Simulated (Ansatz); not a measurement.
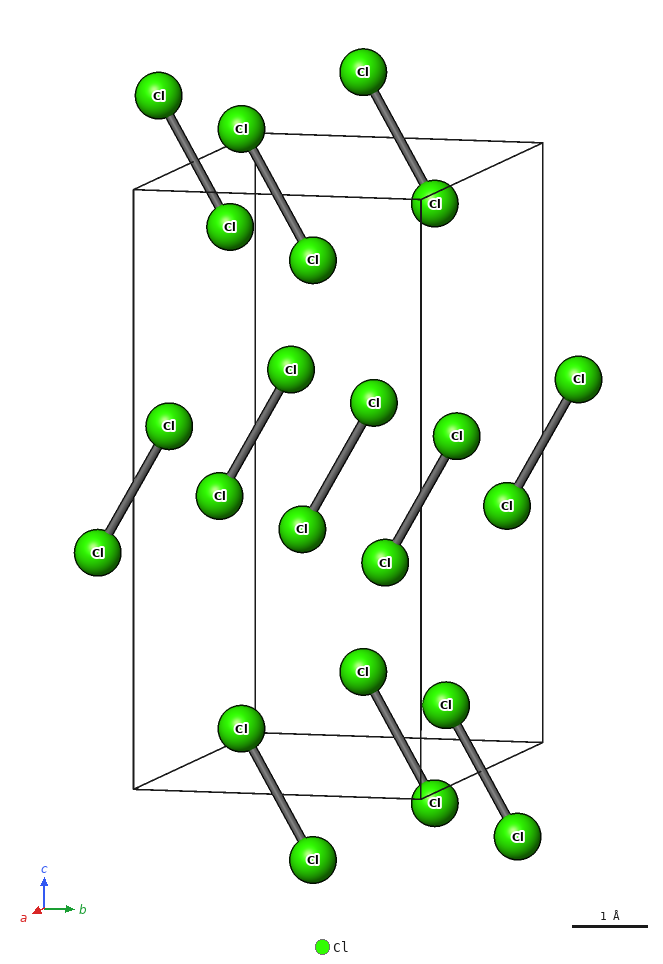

Drawn in the ball-and-stick manner and seen slightly off an axis. The conventional unit cell is outlined; an atom on or near a face, edge or corner is repeated at each equivalent position. Atoms just outside the outline that bond to atoms inside are added.

Cl, space group Cmce (No. 64), a = 6.250 Å, b = 4.014 Å, c = 8.147 Å, α = 90.00°, β = 90.00°, γ = 90.00°. The initial geometry was a structure listed in the Materials Project. Earlier steps of the study may have refined or changed the cell and positions. A calculation with Ansatz used it as input.

This one geometry was computed with Ansatz (DFT, plane waves, PAW) at six levels of theory: PBE0, PBE, r2SCANh, dielectric-dependent PBE0 (fraction 1/eps_inf of PBE), r2SCAN and HSE06.

Q: Which level gives the highest pressure at this volume, and what does that say about its equilibrium volume?

A: Highest: PBE (2.2 GPa), which points to the largest equilibrium volume. Lowest, with the smallest volume: PBE0 (0.9 GPa), r2SCANh (0.4 GPa), dielectric-dependent PBE0 (fraction 1/eps_inf of PBE) (0.9 GPa) and r2SCAN (0.8 GPa). Levels within 0.5 GPa of each other can't be told apart.

Q: How does the band gap change with the level of theory?

A: PBE: a gap of 2.20 eV, direct; r2SCAN: a gap of 2.57 eV, direct; r2SCANh: a gap of 3.45 eV, direct; HSE06: a gap of 3.80 eV, direct; dielectric-dependent PBE0 (fraction 1/eps_inf of PBE): a gap of 4.51 eV, direct; PBE0: a gap of 4.57 eV, direct.

Q: Collect the results in a table.

A:
| level | cutoff (eV) | k-mesh of the run's cell | gap (eV) | pressure (GPa) |
| --- | --- | --- | --- | --- |
| PBE0 | 420 | 6×6×2 | 4.57 | 0.9 |
| PBE | 420 | 8×8×4 | 2.20 | 2.2 |
| r2SCANh | 500 | 6×6×2 | 3.45 | 0.4 |
| dielectric-dependent PBE0 (fraction 1/eps_inf of PBE) | 420 | 6×6×2 | 4.51 | 0.9 |
| r2SCAN | 500 | 8×8×4 | 2.57 | 0.8 |
| HSE06 | 420 | 6×6×2 | 3.80 | 1.0 |

Gaps are taken on the k-mesh or band path of each run.
